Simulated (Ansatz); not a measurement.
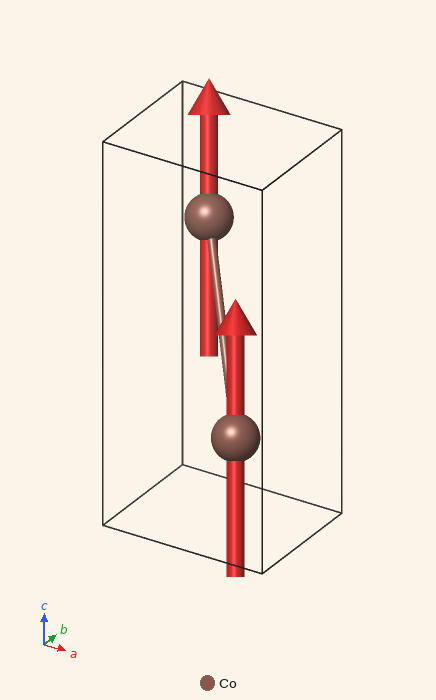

Drawn in the ball-and-stick manner and seen slightly off an axis. The frame is the simulation cell; atoms at its boundary are shown with their periodic copies. Arrows are the site magnetic moments above 0.25 μB; longer means larger, and red and blue are up and down (without spin-orbit coupling the axis itself is arbitrary).

This is the state reached for Co. Level of theory and settings: Ansatz 0.2.0, DFT PBEsol, scalar-relativistic, plane waves, PAW, an energy cutoff of 420 eV, a 24×24×12 grid in reciprocal space, Gaussian smearing of 0.15 eV, collinear spins.

Question: Which kind of magnetic order is this?

Answer: Ferromagnetic (within this cell). Site moments: 2 Co +1.8 μB. The net spin moment of the whole cell is 3.4 μB.

Provenance: a structure listed in the Materials Project. The cell was then strained or its atoms displaced on purpose. It went into a calculation with Ansatz.

At this level of theory the run's own cell isn't at rest (stretched, at -24 GPa), so its distances can differ from those at equilibrium, the more so the softer the solid, and its magnetic state may change on relaxation.
